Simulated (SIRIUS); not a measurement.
**Energy of MnO along an even scaling of the cell**

System: MnO (Fm-3m, 2 atoms in the cell).
Method: Kohn-Sham DFT of a periodic cell, PBEsol, dojo-sr-pbesol-0.4.1-standard, spin-polarised (SIRIUS 7.12.0).

The 7 runs differ only in the geometry, by an even scaling of the cell at fixed fractional positions. The structure derives from a Materials Project entry.

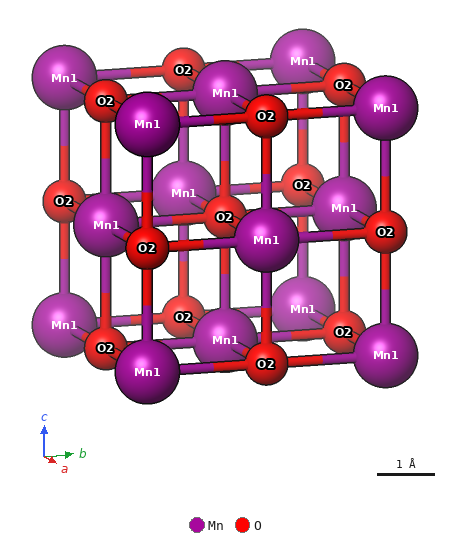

Figure 1. The structure of run 4 (ball-and-stick view of the cell 4 times as large as that of the calculation, set on its symmetry axes, seen slightly off an axis; atoms are numbered from 1 in the order of the input). An atom can appear more than once, as a periodic image.

### Input of run 4
```
{
  "control": {
    "processing_unit": "cpu",
    "verbosity": 2,
    "num_bands_to_print": 18,
    "print_forces": true,
    "print_stress": true
  },
  "parameters": {
    "electronic_structure_method": "pseudopotential",
    "xc_functionals": ["XC_GGA_X_PBE_SOL", "XC_GGA_C_PBE_SOL"],
    "gk_cutoff": 9.8,
    "pw_cutoff": 19.6,
    "ngridk": [10, 10, 10],
    "shiftk": [0, 0, 0],
    "smearing": "fermi_dirac",
    "smearing_width": 0.0018374661,
    "num_bands": 18,
    "num_mag_dims": 1,
    "num_dft_iter": 100,
    "energy_tol": 1e-08,
    "density_tol": 1e-06
  },
  "iterative_solver": {
    "type": "davidson",
    "min_tolerance": 1e-10
  },
  "mixer": {
    "type": "anderson",
    "beta": 0.5,
    "max_history": 8
  },
  "settings": {
    "tol_ne": 1e-10,
    "pseudo_grid_cutoff": 6.5,
    "smooth_initial_mag": true
  },
  "unit_cell": {
    "lattice_vectors": [
      [0.0, 4.202576484738, 4.202576484738],
      [4.202576484738, 0.0, 4.202576484738],
      [4.202576484738, 4.202576484738, 0.0]
    ],
    "atom_coordinate_units": "lattice",
    "atom_types": ["Mn", "O"],
    "atom_files": {
      "O": "O.json",
      "Mn": "Mn.json"
    },
    "atoms": {
      "Mn": [
        [0.0, 0.0, 0.0, 0.0, 0.0, 4.0]
      ],
      "O": [
        [0.5, 0.5, 0.5, 0.0, 0.0, 0.0]
      ]
    }
  }
}
```

Command:
```bash
upf_to_json O.upf
upf_to_json Mn.upf
OMP_NUM_THREADS=4 sirius.scf --input=sirius.json --output=out.json --task=0
```

Lattice vectors (Å) and fractional positions of run 4:
```
   0.000000    2.223908    2.223908
   2.223908    0.000000    2.223908
   2.223908    2.223908    0.000000
Mn  0.000000  0.000000  0.000000
O   0.500000  0.500000  0.500000
```

Run 6 differs from it as follows:
```diff
-      [0.0, 4.202576484738, 4.202576484738],
-      [4.202576484738, 0.0, 4.202576484738],
-      [4.202576484738, 4.202576484738, 0.0]
+      [0.0, 4.257879885748, 4.257879885748],
+      [4.257879885748, 0.0, 4.257879885748],
+      [4.257879885748, 4.257879885748, 0.0]
```

### Results, with one run withheld

```csv
run,volume per atom (Å³),"free energy per atom, from the lowest run given (meV)",pressure (GPa)
1,10.339,0.00,−0.87
2,10.559,2.59,−2.80
3,10.779,7.42,−4.41
4,10.999,15.05,−6.82
5,11.219,26.02,−9.10
6,11.439,?,?
7,11.659,55.40,−12.19
```

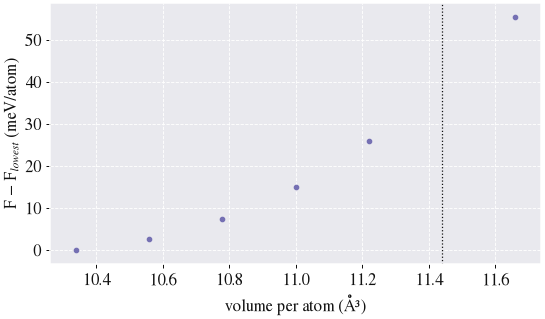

Figure 2. Free energy per atom of the runs given; the dotted line marks run 6.

What should run 6 give?

A cubic polynomial in V^(−2/3) (the Birch–Murnaghan form), fitted to the 6 runs given, misses them by at most 0.21 meV per atom. With x = V^(−2/3) − 0.20327 Å⁻², it reads F = 11.83 − 2954.6 x + 2.0481e+05 x² − 2.7364e+06 x³ (meV per atom). At run 6 it gives 39.24 meV per atom, and the run itself gives 39.68. The slope of the fit gives a pressure −dF/dV of −10.78 GPa there, and the run prints −10.76 GPa. The fit has no minimum inside this range.

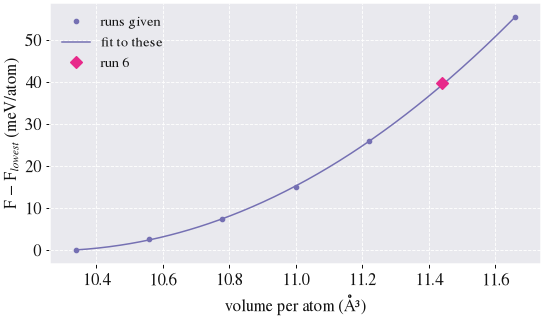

Figure 3. The fit and the withheld run.

### Some lines of the output (run 6)
```
[...]
[find] Free energy (E-TS)             :    -125.27568338 (Ha),    -250.55136677 (Ry)
[find] Efermi                         :       0.45838041
[find] Total energy                   :    -125.27544567 (Ha),    -250.55089134 (Ry)
[find] Free energy (E-TS)             :    -125.27568368 (Ha),    -250.55136735 (Ry)
[find] Efermi                         :       0.45831673
[find] Total energy                   :    -125.27544567 (Ha),    -250.55089135 (Ry)
[find] Free energy (E-TS)             :    -125.27568368 (Ha),    -250.55136736 (Ry)
[find] Efermi                         :       0.45829907
[find] Efermi                         :       0.45830079
[find] Total energy                   :    -125.27544567 (Ha),    -250.55089133 (Ry)
[find] Efermi                         :       0.45830054
[find] Efermi                         :       0.45830071
[find] Total energy                   :    -125.27544566 (Ha),    -250.55089133 (Ry)
[find] Efermi                         :       0.45830081
```
